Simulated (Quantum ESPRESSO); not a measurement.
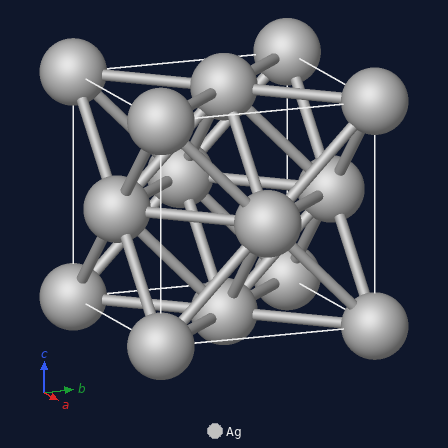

System: Ag, space group Fm-3m (No. 225). The picture shows the conventional cell.

Starting cell:
```cif
data_structure
_symmetry_space_group_name_H-M 'P 1'
_symmetry_Int_Tables_number 1
_cell_length_a 2.8889
_cell_length_b 2.8889
_cell_length_c 2.8889
_cell_angle_alpha 60.000
_cell_angle_beta 60.000
_cell_angle_gamma 60.000
_cell_volume 17.05
loop_
_atom_site_label
_atom_site_type_symbol
_atom_site_fract_x
_atom_site_fract_y
_atom_site_fract_z
_atom_site_occupancy
Ag1 Ag 0.00000 0.00000 0.00000 1
```

Computed with Quantum ESPRESSO 7.5: plane-wave DFT, no spin polarisation; energies at scaled volumes of the given cell, shape and fractions fixed, counted from the fit's minimum, third-order Birch-Murnaghan fit. Level: PBE.

- k mesh: 11×11×11
- occupations: Fermi–Dirac
- smearing width: 0.05 eV
- potentials: SSSP 1.3 efficiency PBE
- wave cutoff: 816.3 eV
- density cutoff: 3265 eV

Describe the result: the energy against volume. The volume takes the values 16.03, 16.37, 16.71, 17.05, 17.39, 17.73, 18.07 Å³/atom.

A third-order Birch–Murnaghan fit gives V0 = 17.77 Å³/atom, B0 = 89.4 GPa and B′ = 6.3. The energy is 61.49 meV/atom at volume 16.03 Å³/atom and 1.35 meV/atom at 18.07 Å³/atom; the lowest computed point is at volume 17.73 Å³/atom (0.03 meV/atom), and no other minimum shows.

| volume (Å³/atom) | energy (meV/atom) |
| --- | --- |
| 16.03 | 61.49 |
| 16.37 | 37.86 |
| 16.71 | 20.66 |
| 17.05 | 9.09 |
| 17.39 | 2.43 |
| 17.73 | 0.03 |
| 18.07 | 1.35 |

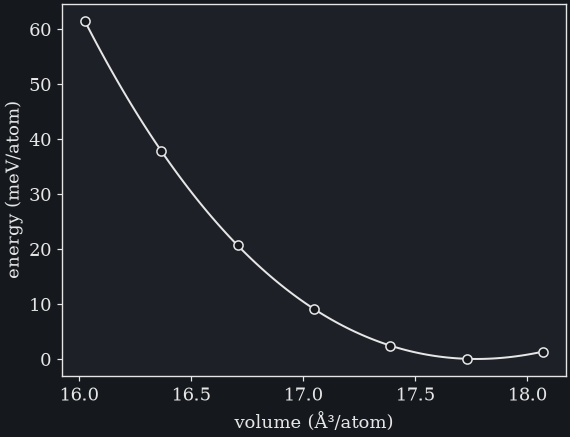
